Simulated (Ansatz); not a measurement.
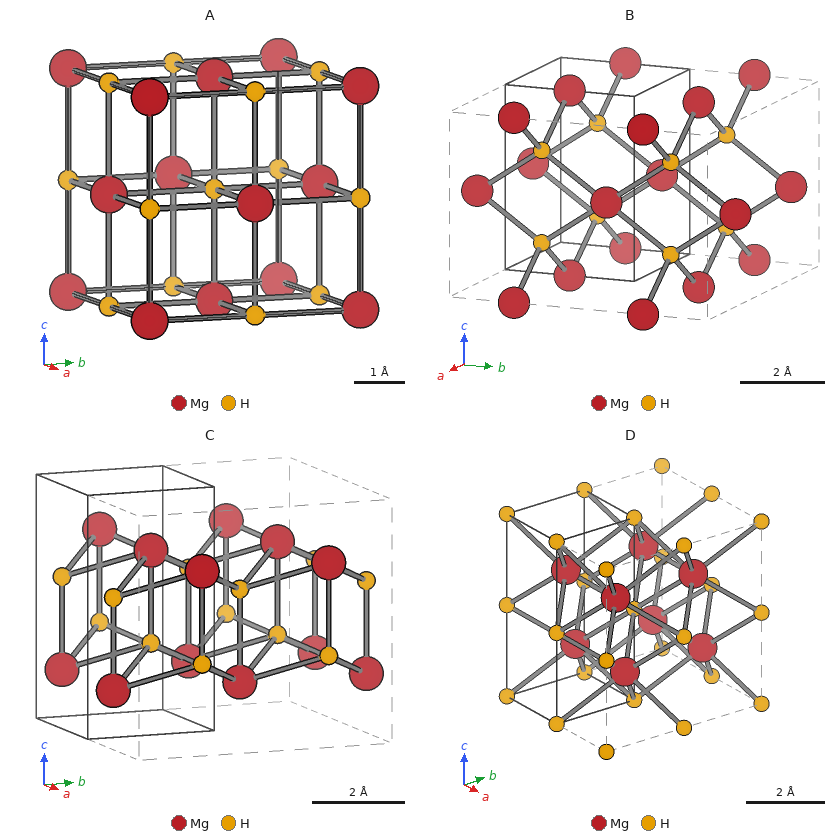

Four structures of MgH, each relaxed to rest (conventional cells in solid outline, small ones repeated, each panel with its own scale). Method: DFT PBE, scalar-relativistic, plane waves, PAW in Ansatz 0.2.0, without spin polarisation.

**What are the structures shown?**

A: rock salt (NaCl type), Fm-3m; B: 4 atoms a cell on a primitive tetragonal lattice, P4_2/mmc; C: 4 atoms a cell on a primitive tetragonal lattice, P4/nmm; D: anti-NiAs type, P6_3/mmc.

**Rank them by energy, lowest first.**

B, then C (+91 meV/atom), D (+108 meV/atom) and A (+212 meV/atom), energies at zero smearing.

**Collect the results in a table.**

| panel | structure | E − E(lowest) (meV/atom) | volume (Å³/atom) | gap (eV) |
| --- | --- | --- | --- | --- |
| B | P4_2/mmc | 0 | 12.7 | metal |
| C | P4/nmm | 91 | 12.1 | metal |
| D | P6_3/mmc | 108 | 11.5 | metal |
| A | Fm-3m | 212 | 11.8 | metal |

Some of these may be structure types tried for this composition rather than known phases, and the most stable form need not be among them. Gaps are taken on the k-mesh or band path of each run.
